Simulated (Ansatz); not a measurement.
Run report: ZrSe$_{2}$, single-point calculation

System: ZrSe$_{2}$ (slab, 3 atoms in the cell).
Method: DFT PBE, spin-orbit coupling, plane waves, PAW; levels and slopes on a dense k mesh at the converged density (Ansatz 0.2.0).

The structure derives from an entry of the Crystallography Open Database. Figures and captions count atoms from 1; the log counts them from 0 in places.

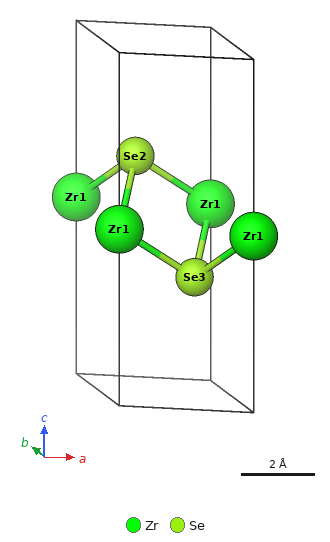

Fig. 1: The input geometry (ball-and-stick view of the cell of the calculation, with the vacuum cut short, seen slightly off an axis; atoms are numbered from 1 in the order of the input).

**Results in brief**

```csv
quantity,value
outcome,converged
electrons treated,44
free energy,−15127.2367 eV
Fermi energy,0.202 eV
gap on the k-point mesh,0.44 eV
net moment of the cell,0.00 μB
integrated absolute moment,0.00 μB
largest force (length of the vector),0.346 eV/Å
hardware,"1 thread of Arm Neoverse V1, 24 GiB of memory available, shared host"
wall time,7.3 min
peak memory,1.2 GiB
```

**The input**
```yaml
crystal:
  lattice:
    - [3.79799806, 0.0, 0.0]
    - [-1.89899903, 3.2891628, 0.0]
    - [0.0, 0.0, 16.096]
  atoms:
    - { symbol: Zr, position: [0.0, 0.0, 0.5] }
    - { symbol: Se, position: [0.33333333, 0.66666667, 0.59617296] }
    - { symbol: Se, position: [0.66666667, 0.33333333, 0.40382704] }
basis:
  ecutwfc: 420
kpoints:
  mp_grid: { grid: [24, 24, 1] }
hamiltonian:
  xc: pbe
scf:
  occupations: { method: gaussian, width: 0.05 }
output:
  forces: true
  eigenvalues: true
  eigenstates:
    nscf_kmesh: { grid: [30, 30, 1] }
    top_band: c12
    de_dk: true
    localisation: true
checkpoint:
  write: ck
  compress: false
  write_wavefunctions: false
  write_every: 100000
magnetization:
  noncollinear: true
  spin_orbit: true
```

Command:
```bash
ansatz run input.yaml --threads 1 --pin off --max-ram 3072MiB --backend cpu --events-out ev --progress --plain --runs-dir out
```

**What the program printed**
```
Engine: ansatz 0.2.0, aarch64-unknown-linux-gnu
Pseudopotentials: kind: paw_fr
Pseudopotential: Zr, paw_fr, valence charge 12, recommended cutoff 420 eV (normal), Zr.paw.azcp#standard-fr
Pseudopotential: Se, paw_fr, valence charge 16, recommended cutoff 420 eV (normal), Se.paw.azcp#standard-fr
Functional definition: PBE
  parameter kappa = 0.804
  parameter beta = 0.06672455060314922
  exchange = pbe_x(kappa = kappa, mu = beta*pi^2/3)
  correlation = pbe_c(beta = beta)
non-collinear run that drives no moment, with spin-orbit: no starting moment large enough to seed its density (crystal.atoms[].spin), no starting occupations that ask for one, no magnetisation constraint and no magnetic field, so the semilocal B_xc is pinned to zero
Crystal: 3 atoms, lattice volume = 201.075 Å³
Basis set: ecut = 420 eV, 3941 PW (Γ), exchange–correlation on 54×54×216 points (8 copies of the dense FFT grid, shifted against one another)
Bands: 54, of which v1, the nominal top of the filled ones, is band 44 counted from 1 (43 counted from 0)
Symmetry: 12 space group operations + 12 with time reversal
Magnetic group: BNS 164.86 (UNI 1316), of the structure as read, at distance tolerance 5.9e-5 Å
k-points: 61 of 576
Projection manifold: j_resolved (fully-relativistic pseudo-atomic orbitals)
Non-local potential: Zr, projectors of the file, l = 0: 3, l = 1: 4, l = 2: 4, l = 3: 4
Non-local potential: Se, projectors of the file, l = 0: 2, l = 1: 4, l = 2: 6, l = 3: 2
PAW form: soft (Blöchl's): semilocal exchange-correlation on the pseudo side does not see the compensation charge
PAW one-centre angular grid: Zr, 590 points (default); XC on 64 Gauss nodes
PAW one-centre angular grid: Se, 590 points (default); XC on 96 Gauss nodes
Initial density: superposition of atomic densities (neutral atoms: chi_scale 0, normalization atom)
Initial wavefunctions: pseudopotential atomic-orbital guess
Functional: x = pbe(κ = 0.804, μ = 0.2195149727645171), c = pbe(β = 0.06672455060314922)
SCF iter   1: F=—  HF=-15127.740028 eV  |F-HF|=—  |Δ(HF+E_count)|=         —  Δρ=2.42e-2  dr2=1.82e0  dr2_m=0.00e0 (ungated)  ethr=3.10e-3  |M|=0.00e0 ∫|m|=0.00e0 μB  |m|>n=0.0e0 m-floor=0.0e0 τ_xc=0.0e0  β_m=0.30  ⟨swp⟩=9.3  Hψ=8275  notcnv=0  defer=12
preconditioner: auto → Resta (q_TF=auto, 2.118 Å⁻¹)  ε∞=2.6  [insulator: Δε(μ)=1.060 eV  Ē_g=8.403 eV  σ=0.050 eV  W_gap=1.00  n_scr=40 (ndim 8)  ℏωp=10.5 eV  f_vac=0.595  D(μ)=0.00/eV (n_scr^D=0)  ε∞_Penn≈2.6  vacuum switching on, ρ_ref=5.1e-3 e/Å³]
spin=Noncollinear: Resta preconditioning applied to the charge; magnetization (m_x, m_y, m_z) channels mix plain (no charge-response kernel on spin).
SCF iter   2: F=—  HF=-15127.370113 eV  |F-HF|=—  |Δ(HF+E_count)|=   3.70e-1  Δρ=1.42e-2  dr2=5.65e-1  dr2_m=0.00e0 (ungated)  ethr=3.10e-3  |M|=0.00e0 ∫|m|=0.00e0 μB  |m|>n=0.0e0 m-floor=0.0e0 τ_xc=0.0e0  β_m=0.45  ⟨swp⟩=2.0  Hψ=2165  notcnv=0  defer=244
SCF iter   3: F=—  HF=-15127.237215 eV  |F-HF|=—  |Δ(HF+E_count)|=   1.33e-1  Δρ=5.55e-3  dr2=5.56e-2  dr2_m=0.00e0 (ungated)  ethr=1.28e-3  |M|=0.00e0 ∫|m|=0.00e0 μB  |m|>n=0.0e0 m-floor=0.0e0 τ_xc=0.0e0  β_m=0.51  ⟨swp⟩=2.0  Hψ=2196  notcnv=0  defer=244
SCF iter   4: F=—  HF=-15127.235125 eV  |F-HF|=—  |Δ(HF+E_count)|=   2.09e-3  Δρ=1.96e-3  dr2=5.97e-3  dr2_m=0.00e0 (ungated)  ethr=1.26e-4  |M|=0.00e0 ∫|m|=0.00e0 μB  |m|>n=0.0e0 m-floor=0.0e0 τ_xc=0.0e0  β_m=0.69  ⟨swp⟩=2.0  Hψ=2173  notcnv=0  defer=244
SCF iter   5: F=—  HF=-15127.236599 eV  |F-HF|=—  |Δ(HF+E_count)|=   1.47e-3  Δρ=3.21e-4  dr2=3.56e-4  dr2_m=0.00e0 (ungated)  ethr=1.36e-5  |M|=0.00e0 ∫|m|=0.00e0 μB  |m|>n=0.0e0 m-floor=0.0e0 τ_xc=0.0e0  β_m=0.73  ⟨swp⟩=2.0  Hψ=1973  notcnv=0  defer=244
SCF iter   6: F=—  HF=-15127.236609 eV  |F-HF|=—  |Δ(HF+E_count)|=   9.40e-6  Δρ=1.01e-4  dr2=3.05e-5  dr2_m=0.00e0 (ungated)  ethr=8.08e-7  |M|=0.00e0 ∫|m|=0.00e0 μB  |m|>n=0.0e0 m-floor=0.0e0 τ_xc=0.0e0  β_m=0.77  ⟨swp⟩=3.0  Hψ=3284  notcnv=0  defer=244
SCF iter   7: F=—  HF=-15127.236611 eV  |F-HF|=—  |Δ(HF+E_count)|=   2.81e-6  Δρ=3.77e-5  dr2=6.75e-6  dr2_m=0.00e0 (ungated)  ethr=6.93e-8  |M|=0.00e0 ∫|m|=0.00e0 μB  |m|>n=0.0e0 m-floor=0.0e0 τ_xc=0.0e0  β_m=0.86  ⟨swp⟩=3.0  Hψ=2786  notcnv=0  defer=244
SCF iter   8: F=—  HF=-15127.236611 eV  |F-HF|=—  |Δ(HF+E_count)|=   6.72e-7  Δρ=5.75e-6  dr2=1.37e-7  dr2_m=0.00e0 (ungated)  ethr=1.53e-8  |M|=0.00e0 ∫|m|=0.00e0 μB  |m|>n=0.0e0 m-floor=0.0e0 τ_xc=0.0e0  β_m=0.89  ⟨swp⟩=2.0  Hψ=1890  notcnv=0  defer=244
SCF iter   9: F=—  HF=-15127.236678 eV  |F-HF|=—  |Δ(HF+E_count)|=   6.72e-5  Δρ=9.96e-7  dr2=2.48e-9  dr2_m=0.00e0 (ungated)  ethr=3.12e-10  |M|=0.00e0 ∫|m|=0.00e0 μB  |m|>n=0.0e0 m-floor=0.0e0 τ_xc=0.0e0  β_m=0.95  ⟨swp⟩=2.0  Hψ=2123  notcnv=0  defer=244
SCF iter  10: F=—  HF=-15127.236678 eV  |F-HF|=—  |Δ(HF+E_count)|=   3.38e-9  Δρ=1.32e-7  dr2=2.26e-11  dr2_m=0.00e0 (ungated)  ethr=5.63e-12  |M|=0.00e0 ∫|m|=0.00e0 μB  |m|>n=0.0e0 m-floor=0.0e0 τ_xc=0.0e0  β_m=0.96  ⟨swp⟩=2.0  Hψ=2867  notcnv=0  defer=244
SCF iter  11: F=-15127.236678 eV  HF=-15127.236678 eV  |F-HF|=9.09e-12  |Δ(HF+E_count)|=  1.82e-12  Δρ=2.44e-8  dr2=1.62e-12  dr2_m=0.00e0 (ungated)  ethr=1.00e-12  |M|=0.00e0 ∫|m|=0.00e0 μB  |m|>n=0.0e0 m-floor=0.0e0 τ_xc=0.0e0  ⟨swp⟩=14.8  Hψ=9193  notcnv=0
SCF 1 converged in 11 iterations: F = -15127.236678 eV  dr2 = 1.62e-12
  greatest PAW one-centre occupation: 0.999 electrons in one spin orbital (limit 2), on the Se atom at site 2 (counted from 0), in its partial waves of l = 2
```

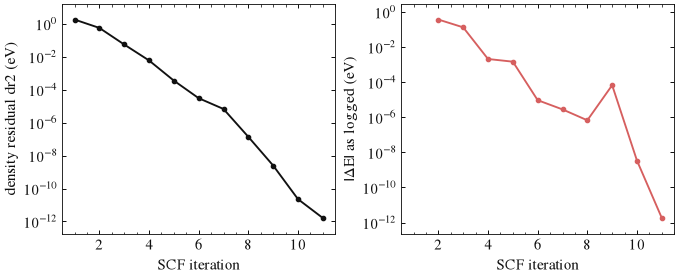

Fig. 2: Convergence of the self-consistent field: density residual dr2 and size of the energy change against the SCF iteration. The residual falls at every step.

```
NSCF: frozen V_eff on 91 k-points
SCF converged after 11 iterations
Magnetization: |M| = 0.0000 μB,  M = (+0.0000, +0.0000, +0.0000) μB
Absolute magnetization: 0.0000 μB (∫|m|)
  site 0: m = (+0.0000, +0.0000, +0.0000) μB, |m| = 0.0000 μB  (R = 1.11 Å)
  site 1: m = (+0.0000, +0.0000, +0.0000) μB, |m| = 0.0000 μB  (R = 1.11 Å)
  site 2: m = (+0.0000, +0.0000, +0.0000) μB, |m| = 0.0000 μB  (R = 1.11 Å)
Free energy (F): -15127.236678 eV
Harris-Foulkes:  -15127.236678 eV  (|F-HF|=9.09e-12)
Internal energy: -15127.236678 eV  (E = F + TS)
E sigma→0 (E₀):  -15127.236678 eV
Fermi energy:    0.202381 eV
--- Per-component energies (eV) ---
  E_band       = -1282.531071
  E_kinetic    = 570.421515
  E_local      = -23820.222610  (includes V_loc(G=0)·N_el)
  E_nonlocal   = -1113.717904
  E_hartree    = 11555.076838
  E_xc         = -371.123321
  E_vxc        = -388.525593  (∫ρ·V_xc dr)
  E_paw        = -6776.829306  (= ΣΔE_a)
  E_vpaw       = 359.361069  (= ΣTr[D̂ρ^β])
  E_aug_tail   = -0.001168  (compensation charges beyond the density's cutoff)
  E_ewald      = 4829.159278
  E_smearing   = -0.000000  (= −TS)
  E_closure    = 0.000000  (closes the sum)
  Σ components = -15127.236678   (vs F -15127.236678, Δ=0.00e0)
--- Forces (eV/Å), atoms counted from 1 ---
  atom   1  Zr     0.00000000    -0.00000000     0.00000000
  atom   2  Se    -0.00000000     0.00000000     0.34628705
  atom   3  Se     0.00000000    -0.00000000    -0.34628705
  max |Σ_I F_I| component: 8.68e-30 eV/Å
--- Band table (eV; the first three rows and the last of 61) ---
  k-point 0: bands = ["-49.5316", "-49.5316", "-47.4431", "-47.4431", "-47.4431", "-47.4431", "-47.4400", "-47.4400", "-47.4398", "-47.4398", "-46.5511", "-46.5511", "-46.5509", "-46.5509", "-46.5491", "-46.5491", "-46.5490", "-46.5490", "-46.5448", "-46.5448", "-46.5445", "-46.5445", "-28.7228", "-28.7228", "-26.9961", "-26.9961", "-26.9167", "-26.9167", "-13.1082", "-13.1082", "-12.1652", "-12.1652", "-4.1788", "-4.1788", "-2.8196", "-2.8196", "-2.6905", "-2.6905", "-1.2642", "-1.2642", "-0.2924", "-0.2924", "-0.0117", "-0.0117", "0.9698", "0.9698", "0.9777", "0.9777", "1.6799", "1.6799", "4.3879", "4.3879", "4.4337", "4.4337"]
  k-point 1: bands = ["-49.5314", "-49.5314", "-47.4431", "-47.4431", "-47.4430", "-47.4430", "-47.4400", "-47.4400", "-47.4398", "-47.4398", "-46.5511", "-46.5511", "-46.5509", "-46.5509", "-46.5491", "-46.5491", "-46.5490", "-46.5490", "-46.5448", "-46.5448", "-46.5445", "-46.5445", "-28.7236", "-28.7236", "-26.9963", "-26.9963", "-26.9188", "-26.9188", "-13.0926", "-13.0926", "-12.1653", "-12.1653", "-4.1574", "-4.1574", "-2.8474", "-2.8474", "-2.7069", "-2.7069", "-1.2163", "-1.2163", "-0.4085", "-0.4085", "-0.1412", "-0.1412", "1.0189", "1.0189", "1.0595", "1.0595", "1.7200", "1.7200", "4.3047", "4.3047", "4.4556", "4.4556"]
  k-point 2: bands = ["-49.5309", "-49.5309", "-47.4430", "-47.4430", "-47.4430", "-47.4430", "-47.4400", "-47.4400", "-47.4398", "-47.4398", "-46.5510", "-46.5510", "-46.5509", "-46.5509", "-46.5492", "-46.5492", "-46.5489", "-46.5489", "-46.5448", "-46.5448", "-46.5445", "-46.5445", "-28.7260", "-28.7260", "-26.9971", "-26.9971", "-26.9248", "-26.9248", "-13.0465", "-13.0465", "-12.1657", "-12.1657", "-4.0941", "-4.0941", "-2.9562", "-2.9562", "-2.7044", "-2.7044", "-1.1259", "-1.1259", "-0.7188", "-0.7188", "-0.3740", "-0.3740", "1.0613", "1.0613", "1.2592", "1.2592", "1.8334", "1.8334", "4.0112", "4.0112", "4.4420", "4.4420"]
  k-point 60: bands = ["-49.5207", "-49.5207", "-47.4427", "-47.4427", "-47.4423", "-47.4423", "-47.4399", "-47.4399", "-47.4388", "-47.4388", "-46.5505", "-46.5505", "-46.5503", "-46.5503", "-46.5491", "-46.5491", "-46.5478", "-46.5478", "-46.5445", "-46.5445", "-46.5443", "-46.5443", "-28.7788", "-28.7788", "-27.0535", "-27.0535", "-27.0057", "-27.0057", "-12.0590", "-12.0590", "-12.0374", "-12.0374", "-3.6665", "-3.6665", "-3.6019", "-3.6019", "-3.5531", "-3.5531", "-2.2459", "-2.2459", "-2.2211", "-2.2211", "-2.0458", "-2.0458", "1.6656", "1.6656", "2.3073", "2.3073", "2.4010", "2.4010", "4.3233", "4.3233", "4.3252", "4.3252"]
```

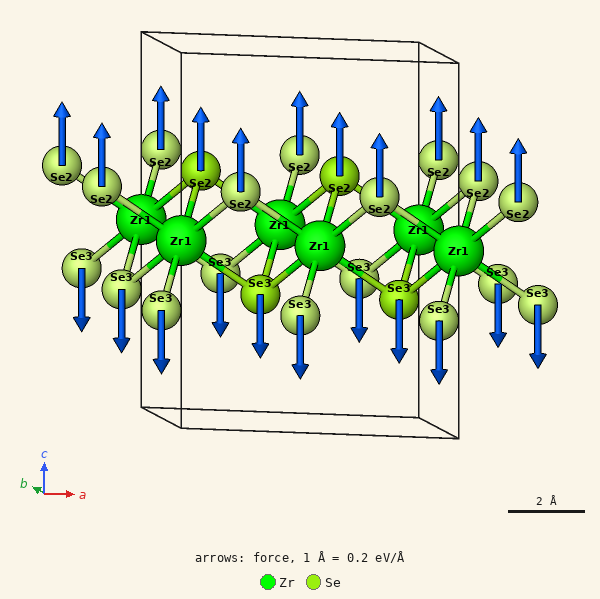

Fig. 3: Forces on the atoms as blue arrows (ball-and-stick view of the 2 × 1 repeat of the cell, with the vacuum cut short, seen slightly off an axis; neighbours outside the cell are drawn fainter; atoms are numbered from 1 in the order of the input). The largest act on Se2, Se3 (0.35 eV/Å). The geometry is not a stationary point of this energy.

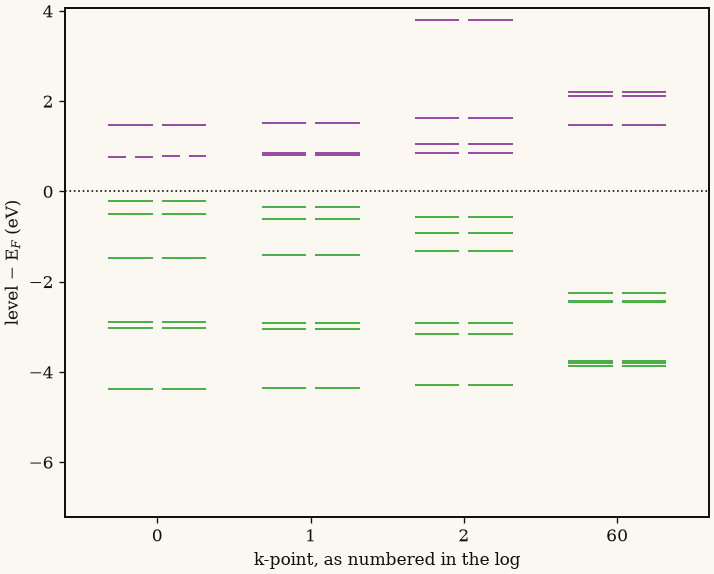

Fig. 4: Kohn–Sham levels near the Fermi level (dotted) at the few k-points that the log prints; levels within 0.02 eV of each other stand side by side. Among these points the highest filled and lowest empty levels are 0.98 eV apart; the gap on the full mesh, 0.44 eV, has an edge at a point that isn't printed.
